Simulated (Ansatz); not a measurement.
# C: geometry relaxation (part 1 of 2)

System: C (R-3m, 2 atoms in the cell).
Method: DFT PBE+D3(BJ), scalar-relativistic, plane waves, PAW, no spin polarisation (Ansatz 0.2.0).

The structure derives from an entry of the Crystallography Open Database. Figures and captions count atoms from 1; the log counts them from 0 in places.

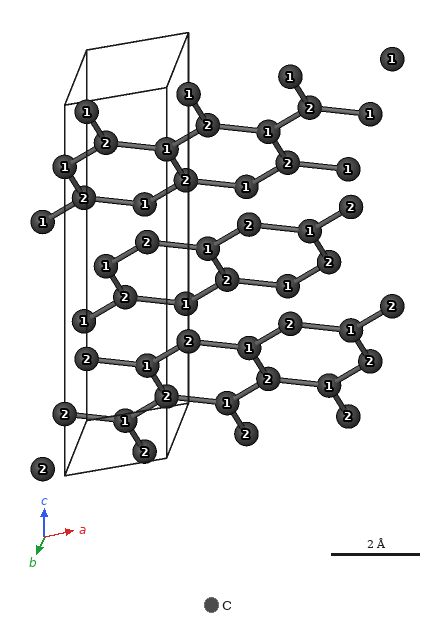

Fig. 1: The structure as given in the input (ball-and-stick view of the cell 3 times as large as that of the calculation, set on its symmetry axes, repeated 3 × 2 × 1, seen at an oblique angle; atoms are numbered from 1 in the order of the input).

**Summary**

- outcome: converged
- space group (tolerance 0.01 Å): R-3m (166)
- electrons treated: 8
- free energy: −502.1694 eV
- Fermi energy: 7.006 eV
- gap on the k-point mesh: 0.66 eV
- pressure: 0.01 GPa
- final volume: 17.62 Å³
- largest force (length of the vector) at the end: 0.001 eV/Å
- final cell: a = 3.638 Å, b = 3.638 Å, c = 3.638 Å, α = 39.60°, β = 39.60°, γ = 39.60°
- hardware: 1 thread of Intel Xeon (Granite Rapids), 64 GiB of memory available, shared host
- wall time: 6.9 s
- peak memory: 0.35 GiB

**The input**
```yaml
crystal:
  lattice:
    - [1.2324491346, 0.7115548396, 3.3368942073]
    - [-1.2324491346, 0.7115548396, 3.3368942073]
    - [0.0, -1.4231096792, 3.3368942073]
  atoms:
    - { symbol: C, position: [0.8334132834, 0.8334132834, 0.8334132834] }
    - { symbol: C, position: [0.1665867166, 0.1665867166, 0.1665867166] }
basis:
  ecutwfc: 420
kpoints:
  mp_grid: { grid: [12, 12, 12] }
hamiltonian:
  xc: pbe
  dispersion: d3bj
scf:
  occupations: { method: gaussian, width: 0.02 }
output:
  forces: true
  stress: true
  eigenvalues: true
  write_density: true
  write_potential: true
  elf: true
  volumetric_format: npy
relax:
  adjacent_minimum: "off"
  f_tol: 0.005
  max_steps: 80
  cell: { stress_tol: 0.05 }
```

Launched with:
```bash
ansatz run input.yaml --threads 1 --pin off --max-ram 2560MiB --backend cpu --events-out ev --progress --plain --runs-dir out
```

**Log**
```
basis.fft_grid_basis auto: the FFT boxes are laid along the combinations [[1, -1, 0], [0, 1, 0], [0, -1, 1]] of the cell's own vectors, 2.465, 3.628 and 2.465 Å long. The dense box has 18×25×18 points. Along the cell's own vectors, as sized, it would have 25×25×25, 1.93 times as many. Of the 12 symmetry operations that the crystal satisfies within crystal.symmetry.tolerance (time reversal apart; of a slab, those that keep its plane) the dense box along the cell's own vectors carries 12, and the one as laid loses 8 of those. basis.fft_grid_basis: typed keeps the cell's own vectors: state it where this run's energies or levels are differenced outside the engine with another run's, or held beside a run that keeps those vectors. Those combinations have planes normal to reciprocal vector 3, as the cell's own vectors have. Each planar average written beside output.write_density, output.write_potential has a row for each plane of the box: 18. The volumetric files lie along those combinations, not along the cell's own vectors: a cube or XSF file states them, and fields.json those of NumPy files.
Engine: ansatz 0.2.0, x86_64-unknown-linux-gnu
Pseudopotentials: kind: paw
Pseudopotential: C, paw, valence charge 4, recommended cutoff 420 eV (normal), C.paw.azcp
Functional definition: PBE
  parameter kappa = 0.804
  parameter beta = 0.06672455060314922
  exchange = pbe_x(kappa = kappa, mu = beta*pi^2/3)
  correlation = pbe_c(beta = beta)
Crystal: 2 atoms, lattice volume = 17.558 Å³
Basis set: ecut = 420 eV, 341 PW (Γ), FFT grids on a1−a2, a2, −a2+a3, exchange–correlation on 36×50×36 points (8 copies of the dense FFT grid, shifted against one another)
Bands: 8, of which v1, the nominal top of the filled ones, is band 4 counted from 1 (3 counted from 0)
Symmetry: 12 space group operations
Space group: R-3m (ITA 166), of the structure as read, at distance tolerance 2.6e-5 Å
k-points: 189 of 1728
Non-local potential: C, projectors of the file, l = 0: 2, l = 1: 2, l = 2: 1
PAW form: soft (Blöchl's): semilocal exchange-correlation on the pseudo side does not see the compensation charge
PAW one-centre angular grid: C, 110 points (default); XC on 64 Gauss nodes
Initial density: superposition of atomic densities (neutral atoms: chi_scale 0, normalization atom), corrected by the library's trained network
Initial wavefunctions: pseudopotential atomic-orbital guess
Functional: x = pbe(κ = 0.804, μ = 0.2195149727645171), c = pbe(β = 0.06672455060314922)
SCF iter   1: F=—  HF=-502.168816 eV  |F-HF|=—  |Δ(HF+E_count)|=         —  Δρ=2.33e-3  dr2=6.90e-4  ethr=1.77e-3  ⟨swp⟩=5.0  Hψ=10226  notcnv=0
preconditioner: auto → none  [insulator: Δε(μ)=0.671 eV  Ē_g=18.449 eV  σ=0.020 eV  W_gap=1.00  n_scr=2 (ndim 8)  ℏωp=25.1 eV  f_vac=0.000  D(μ)=0.00/eV (n_scr^D=0)  ε∞_Penn≈2.8]
SCF iter   2: F=—  HF=-502.169323 eV  |F-HF|=—  |Δ(HF+E_count)|=   5.07e-4  Δρ=1.23e-3  dr2=1.84e-4  ethr=8.62e-6  ⟨swp⟩=2.9  Hψ=4464  notcnv=0
SCF iter   3: F=—  HF=-502.169417 eV  |F-HF|=—  |Δ(HF+E_count)|=   9.47e-5  Δρ=2.62e-4  dr2=8.99e-6  ethr=2.30e-6  ⟨swp⟩=2.0  Hψ=2838  notcnv=0
SCF iter   4: F=—  HF=-502.169421 eV  |F-HF|=—  |Δ(HF+E_count)|=   3.18e-6  Δρ=8.08e-5  dr2=5.16e-7  ethr=1.12e-7  ⟨swp⟩=2.2  Hψ=2234  notcnv=0
iter 5 did not close the SCF: its close was put off for the readings that it lacked (scf_convergence_deferred on its scf_iter line)
SCF iter   5: F=-502.169421 eV  HF=-502.169421 eV  |F-HF|=7.60e-10  |Δ(HF+E_count)|=   2.38e-7  Δρ=5.11e-6  dr2=2.67e-9  ethr=6.45e-9  ⟨swp⟩=2.2  Hψ=2150  notcnv=0
SCF iter   6: F=-502.169421 eV  HF=-502.169421 eV  |F-HF|=3.16e-11  |Δ(HF+E_count)|=   1.33e-9  Δρ=5.16e-7  dr2=1.68e-11  ethr=3.33e-11  ⟨swp⟩=5.4  Hψ=7355  notcnv=0
SCF 1 converged in 6 iterations: F = -502.169421 eV  dr2 = 1.68e-11
  greatest PAW one-centre occupation: 0.673 electrons in one spin orbital (limit 2), on the C atom at site 1 (counted from 0), in its partial waves of l = 0
relax step   1: F+E_penalty+E_count = -502.16942080 eV  Δ(F+E_penalty+E_count) = +0.000e0 eV  max|allowed force component| = 1.492e-3 eV/Å  Δτ_max = 0.0000 Å  P = +0.097 GPa  Ω = 17.558 Å³  (6 SCF iters, accepted)
Crystal: 2 atoms, lattice volume = 17.600 Å³
Initial density: handed on by an earlier stage of this run
Initial wavefunctions: those handed on with the density
iter 1 solved again at ethr=3.94e-7 eV; its pass at ethr=3.10e-3 eV (dr2=3.15e-5 eV) is discarded
SCF iter   1: F=—  HF=-502.169286 eV  |F-HF|=—  |Δ(HF+E_count)|=         —  Δρ=3.30e-4  dr2=2.57e-5  ethr=3.94e-7  ⟨swp⟩=2.2  Hψ=13546  notcnv=0
preconditioner: auto → none  [insulator: Δε(μ)=0.667 eV  Ē_g=18.419 eV  σ=0.020 eV  W_gap=1.00  n_scr=2 (ndim 8)  ℏωp=25.0 eV  f_vac=0.000  D(μ)=0.00/eV (n_scr^D=0)  ε∞_Penn≈2.8]
SCF iter   2: F=—  HF=-502.169285 eV  |F-HF|=—  |Δ(HF+E_count)|=   1.12e-6  Δρ=1.44e-4  dr2=4.84e-6  ethr=3.21e-7  ⟨swp⟩=2.0  Hψ=2073  notcnv=0
iter 3 did not close the SCF: its close was put off for the readings that it lacked (scf_convergence_deferred on its scf_iter line)
SCF iter   3: F=-502.169284 eV  HF=-502.169284 eV  |F-HF|=2.57e-8  |Δ(HF+E_count)|=   1.03e-6  Δρ=1.72e-5  dr2=2.65e-8  ethr=6.06e-8  ⟨swp⟩=2.9  Hψ=2276  notcnv=0
iter 4 did not close the SCF: its close was put off for the readings that it lacked (scf_convergence_deferred on its scf_iter line)
SCF iter   4: F=-502.169284 eV  HF=-502.169284 eV  |F-HF|=3.90e-11  |Δ(HF+E_count)|=   2.70e-8  Δρ=7.69e-7  dr2=6.20e-11  ethr=3.31e-10  ⟨swp⟩=2.6  Hψ=2090  notcnv=0
iter 5 did not close the SCF: its close was put off for the readings that it lacked (scf_convergence_deferred on its scf_iter line)
SCF iter   5: F=-502.169284 eV  HF=-502.169284 eV  |F-HF|=3.69e-12  |Δ(HF+E_count)|=  8.58e-11  Δρ=1.42e-7  dr2=1.26e-12  ethr=1.00e-12  ⟨swp⟩=2.5  Hψ=2295  notcnv=0
SCF iter   6: F=-502.169284 eV  HF=-502.169284 eV  |F-HF|=5.68e-14  |Δ(HF+E_count)|=  3.87e-12  Δρ=1.13e-8  dr2=1.02e-14  ethr=1.00e-12  ⟨swp⟩=4.1  Hψ=5777  notcnv=0
SCF 2 converged in 6 iterations: F = -502.169284 eV  dr2 = 1.02e-14
relax step   2: F+E_penalty+E_count = -502.16928389 eV  Δ(F+E_penalty+E_count) = +1.369e-4 eV  max|allowed force component| = 9.156e-4 eV/Å  Δτ_max = 0.0001 Å  P = +0.024 GPa  Ω = 17.600 Å³  energy of the carried Pulay correction = -1.620e-4 eV  (6 SCF iters, accepted)
Initial wavefunctions: pseudopotential atomic-orbital guess (no wavefunctions were taken with the density)
iter 1 solved again at ethr=1.54e-7 eV; its pass at ethr=3.10e-3 eV (dr2=1.23e-5 eV) is discarded
SCF iter   1: F=—  HF=-502.169400 eV  |F-HF|=—  |Δ(HF+E_count)|=         —  Δρ=1.44e-5  dr2=6.10e-9  ethr=1.54e-7  ⟨swp⟩=2.6  Hψ=14311  notcnv=0
eigensolver tolerance schedule: the retry pair's looser diagonalisation over-reported the residual by 2013.49 of it (diagonalisation noise at 0.11 of the residual, at the tolerance the schedule requests for it); recorded, not acted on — ethr = c·dr2/N_el stays at c = 1.0e-1
preconditioner: auto → none  [insulator: Δε(μ)=0.666 eV  Ē_g=18.421 eV  σ=0.020 eV  W_gap=1.00  n_scr=2 (ndim 8)  ℏωp=25.0 eV  f_vac=0.000  D(μ)=0.00/eV (n_scr^D=0)  ε∞_Penn≈2.8]
SCF iter   2: F=—  HF=-502.169406 eV  |F-HF|=—  |Δ(HF+E_count)|=   5.80e-6  Δρ=6.97e-6  dr2=1.00e-9  ethr=7.63e-11  ⟨swp⟩=3.0  Hψ=2568  notcnv=0
SCF iter   3: F=—  HF=-502.169406 eV  |F-HF|=—  |Δ(HF+E_count)|=   6.98e-9  Δρ=1.64e-6  dr2=5.65e-11  ethr=1.25e-11  ⟨swp⟩=2.1  Hψ=2222  notcnv=0
iter 4 did not close the SCF: its close was put off for the readings that it lacked (scf_convergence_deferred on its scf_iter line)
SCF iter   4: F=-502.169406 eV  HF=-502.169406 eV  |F-HF|=1.36e-12  |Δ(HF+E_count)|=  4.67e-10  Δρ=8.71e-8  dr2=1.67e-12  ethr=1.00e-12  ⟨swp⟩=2.2  Hψ=2245  notcnv=0
iter 5 did not close the SCF: its close was put off for the readings that it lacked (scf_convergence_deferred on its scf_iter line)
SCF iter   5: F=-502.169406 eV  HF=-502.169406 eV  |F-HF|=5.68e-14  |Δ(HF+E_count)|=  1.71e-12  Δρ=6.18e-9  dr2=7.38e-15  ethr=1.00e-12  ⟨swp⟩=1.0  Hψ=1512  notcnv=0
iter 6 did not close the SCF: its close was put off for the readings that it lacked (scf_convergence_deferred on its scf_iter line)
SCF iter   6: F=-502.169406 eV  HF=-502.169406 eV  |F-HF|=2.27e-13  |Δ(HF+E_count)|=  2.27e-13  Δρ=1.44e-9  dr2=1.61e-16  ethr=1.00e-12  ⟨swp⟩=1.0  Hψ=1512  notcnv=0
iter 7 did not close the SCF: its close was put off for the readings that it lacked (scf_convergence_deferred on its scf_iter line)
SCF iter   7: F=-502.169406 eV  HF=-502.169406 eV  |F-HF|=1.14e-13  |Δ(HF+E_count)|=  2.27e-13  Δρ=8.20e-10  dr2=7.26e-17  ethr=1.00e-12  ⟨swp⟩=1.0  Hψ=1512  notcnv=0
SCF iter   8: F=-502.169406 eV  HF=-502.169406 eV  |F-HF|=5.68e-14  |Δ(HF+E_count)|=  5.68e-14  Δρ=2.08e-10  dr2=9.65e-18  ethr=1.00e-12  ⟨swp⟩=2.1  Hψ=4353  notcnv=0
SCF 3 converged in 8 iterations: F = -502.169406 eV  dr2 = 9.65e-18
relax step   3: F+E_penalty+E_count = -502.16940570 eV  Δ(F+E_penalty+E_count) = -1.218e-4 eV  max|allowed force component| = 9.301e-4 eV/Å  Δτ_max = 0.0000 Å  P = +0.038 GPa  Ω = 17.600 Å³  stress off target by 5.65e-2 GPa  SCF on the basis re-selected at this cell (its energy is not comparable with the rows above)  (8 SCF iters)
basis re-selected at this cell: Δ(F+E_penalty+E_count) = -1.218e-4 eV, ΔP = +0.014 GPa vs the last step (what re-selecting the basis moved, of the pressure what is left beyond the Pulay correction that the steps carried, after the strain that the cell walked since its last selection, with what the two solves' SCF thresholds leave and, on support functions, any second-order correction that the steps lacked; it is no measure of the basis error at this ecutwfc). This SCF's stress stands 5.65e-2 GPa from its target on what of the cell is left free (relax.cell.stress_tol is 5.00e-2 GPa) and its largest allowed force component is 9.30e-4 eV/Å (relax.f_tol is 5.00e-3 eV/Å): not within both, so this SCF does not close the relaxation
Crystal: 2 atoms, lattice volume = 17.621 Å³
iter 1 solved again at ethr=9.90e-8 eV; its pass at ethr=3.10e-3 eV (dr2=7.92e-6 eV) is discarded
SCF iter   1: F=—  HF=-502.169324 eV  |F-HF|=—  |Δ(HF+E_count)|=         —  Δρ=1.66e-4  dr2=6.47e-6  ethr=9.90e-8  ⟨swp⟩=2.2  Hψ=13564  notcnv=0
preconditioner: auto → none  [insulator: Δε(μ)=0.662 eV  Ē_g=18.416 eV  σ=0.020 eV  W_gap=1.00  n_scr=2 (ndim 8)  ℏωp=25.0 eV  f_vac=0.000  D(μ)=0.00/eV (n_scr^D=0)  ε∞_Penn≈2.8]
SCF iter   2: F=—  HF=-502.169328 eV  |F-HF|=—  |Δ(HF+E_count)|=   4.04e-6  Δρ=7.21e-5  dr2=1.22e-6  ethr=8.09e-8  ⟨swp⟩=2.0  Hψ=2078  notcnv=0
iter 3 did not close the SCF: its close was put off for the readings that it lacked (scf_convergence_deferred on its scf_iter line)
SCF iter   3: F=-502.169327 eV  HF=-502.169327 eV  |F-HF|=6.45e-9  |Δ(HF+E_count)|=   2.61e-7  Δρ=8.65e-6  dr2=6.66e-9  ethr=1.53e-8  ⟨swp⟩=2.8  Hψ=2278  notcnv=0
iter 4 did not close the SCF: its close was put off for the readings that it lacked (scf_convergence_deferred on its scf_iter line)
SCF iter   4: F=-502.169327 eV  HF=-502.169327 eV  |F-HF|=1.08e-11  |Δ(HF+E_count)|=   6.76e-9  Δρ=3.96e-7  dr2=1.63e-11  ethr=8.33e-11  ⟨swp⟩=2.7  Hψ=2107  notcnv=0
iter 5 did not close the SCF: its close was put off for the readings that it lacked (scf_convergence_deferred on its scf_iter line)
SCF iter   5: F=-502.169327 eV  HF=-502.169327 eV  |F-HF|=1.02e-12  |Δ(HF+E_count)|=  2.15e-11  Δρ=6.90e-8  dr2=2.97e-13  ethr=1.00e-12  ⟨swp⟩=2.1  Hψ=1905  notcnv=0
SCF iter   6: F=-502.169327 eV  HF=-502.169327 eV  |F-HF|=1.14e-13  |Δ(HF+E_count)|=  1.25e-12  Δρ=9.04e-9  dr2=7.77e-15  ethr=1.00e-12  ⟨swp⟩=4.1  Hψ=5833  notcnv=0
SCF 4 converged in 6 iterations: F = -502.169327 eV  dr2 = 7.77e-15
```
